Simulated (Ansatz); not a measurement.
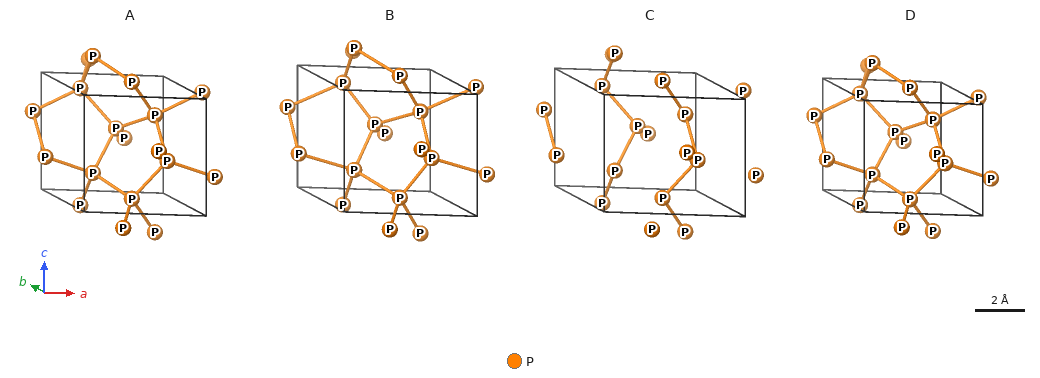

4 geometries from one relaxation of solid P (a generated structure, set up in P6_122) (coarse preliminary run), in shuffled order. The picture is a ball-and-stick view of the cell of the calculation, seen slightly off an axis.

All numbers below come from DFT PBE, scalar-relativistic, plane waves, PAW (Ansatz 0.2.0). (plane-wave cutoff 420 eV; k-point mesh 6 × 6 × 4; occupations gaussian; smearing width 0.1 eV; no spin polarisation; cell and atoms relaxed; force threshold 0.04 eV/Å; at most 70 steps)

Order the frames from highest to lowest energy.

D, A, B, C. They are steps 0, 1, 3, 10, at +430 meV per atom, +242 meV per atom, +59.9 meV per atom relative to the last. The largest moves relative to the cell, 0.17 Å, are those of P atoms. Cell: a = b 4.925 → 5.868 Å (+19.1 %), c 4.663 → 4.901 Å (+5.1 %). Volume +49.2 %. Among the contacts that change: P–P 2.143 → 2.672 Å, P–P 2.137 → 2.192 Å. Bond angles that change, for instance: P–P–P 107.1° → 109.5°. The space group stays P6_122 (No. 178). The energy falls by 430 meV per atom in 7 accepted moves (10 points after the start). Largest force component: 0.18 eV/Å at the start, under 0.0001 eV/Å at the end. Pressure: 22.05 GPa at the start and 0.02 GPa at the end. The line search rejected the trial step at point 8 of the run. The SCF was repeated twice at an unchanged geometry on a basis and grid sized afresh for the cell, which shifted the energy by 19.6 meV per atom at most. The run took 66 s on 1 thread of Arm Neoverse V1 (shared host), peak memory 0.34 GiB.
